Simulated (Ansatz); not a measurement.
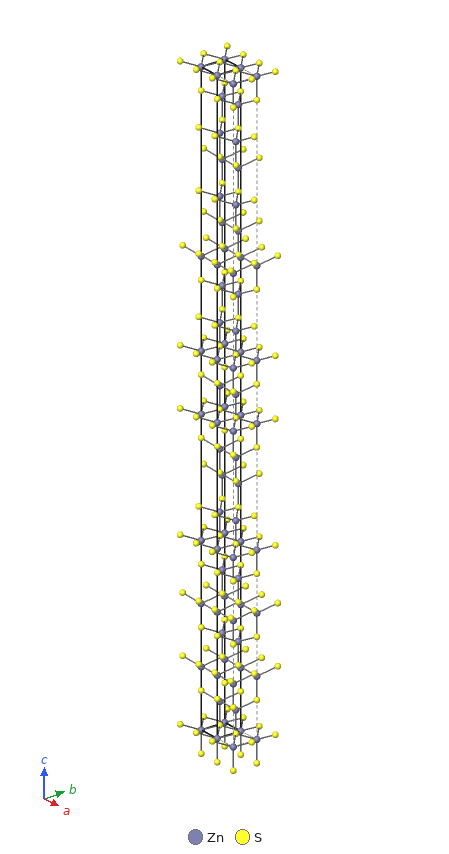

We look at a ball-and-stick model of the crystal slightly off an axis. One conventional unit cell is drawn solid; the view covers 2×1×1 cells. A few atoms beyond the faces are included. Cell: a = 3.859 Å, b = 3.859 Å, c = 66.135 Å, α = 90.00°, β = 90.00°, γ = 120.00°.

This is ZnS. Space group R3m (No. 160), lattice rhombohedral (trigonal R). The cell has 42 atoms, namely 21 Zn, 21 S. Zn is coordinated by four S in a tetrahedral arrangement at about 2.4 Å. Each S is bonded to four Zn in a tetrahedral arrangement at about 2.4 Å. The bonds build a three-dimensional framework.

The model was built from a structure listed in the Materials Project. Earlier steps of the study may have refined or changed the cell and positions. It was run through Ansatz as a DFT input.
